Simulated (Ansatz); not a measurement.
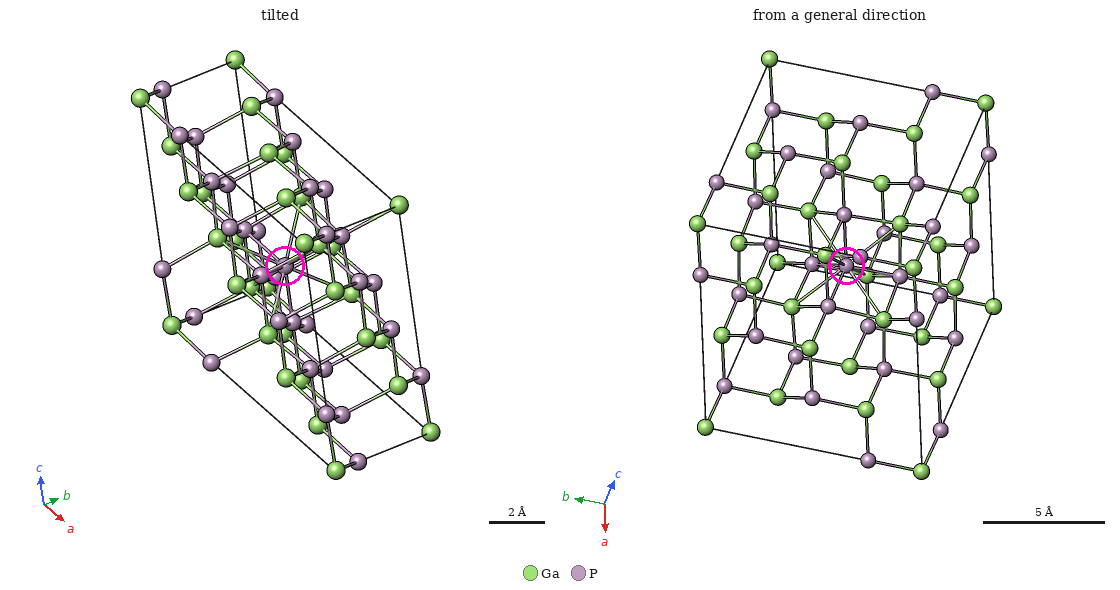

A ball-and-stick rendering, viewed slightly off an axis and from a general direction. The wireframe shows the supercell. The host is GaP, in a cell of 32 sites, and the cell is neutral. A ring marks the defect's site.

Where does the cell differ from the host, and how?

Answer. An interstitial phosphorus atom. It is bonded to six Ga and four P (about 2.9 Å to Ga, 2.4 Å to P).

Electronic-structure method: DFT PBE, scalar-relativistic, plane waves, PAW in Ansatz 0.2.0. Parameters: an energy cutoff of 420 eV, the zone sampled with 2×2×2 points, Gaussian smearing of 0.01 eV, collinear spins.

Does the defect leave unpaired spin?

Answer. No net moment.

The atoms were relaxed in the host's cell with DFT PBE, scalar-relativistic, plane waves, PAW (Ansatz).
